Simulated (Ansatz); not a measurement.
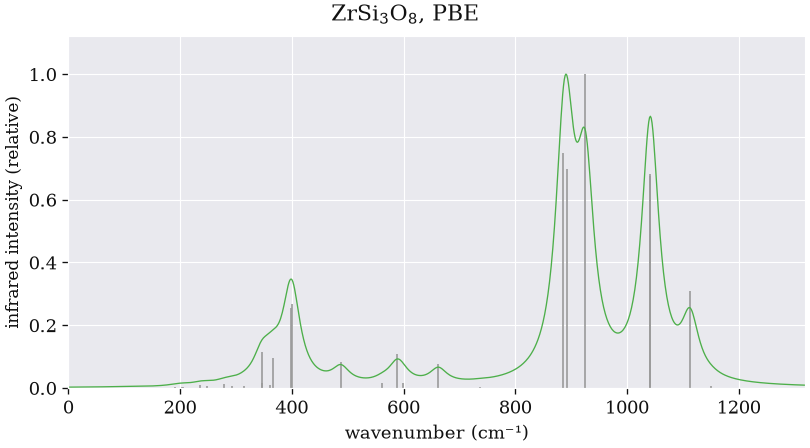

Plotted: infrared spectrum of the zone-centre phonons for ZrSi₃O₈, space group C2 (No. 5) (cell built by us, not taken from a database). Lines are broadened by Lorentzians of 38 cm⁻¹ full width; the spectrum is scaled to its strongest line. These are zero-field (TO) frequencies; inactive modes don't show.

Structure:
```xyz
12
Lattice="3.7633 -3.8311 -0.0005 3.7633 3.8311 -0.0005 -0.0042 0.0000 7.6135" Properties=species:S:1:pos:R:3 pbc="T T T"
Zr    3.7633    0.1545   -0.0005
Si    5.4582   -1.9121    5.5600
Si    2.0642   -1.9121    2.0525
Si    3.7612    3.6541    3.8063
O     1.0582    0.7578    4.6121
O     5.2288    1.2492    0.6857
O     2.2936    1.2492    6.9269
O     6.4642    0.7578    3.0004
O     2.9218    2.6877    4.8088
O     3.2084   -0.8545    1.5885
O     4.3139   -0.8545    6.0241
O     4.6006    2.6877    2.8037
```

How it was computed, with Ansatz 0.2.0: infrared-active and silent optical phonons at the zone centre of an insulator with atoms at rest in the given cell, intensity summed over the level, zero macroscopic field, imaginary frequencies are negative, field response on a mesh refined by the program; PAW. Level: PBE, no spin polarisation.

wave cutoff 420 eV; k mesh 4×4×4; occupations fixed; pressure 0 GPa.

**Which are the strongest infrared lines?**

The strongest infrared line is at 925.5 cm⁻¹, followed by 886.1 (75 % of it), 892.6 (70 % of it) and 1041.9 (68 % of it).
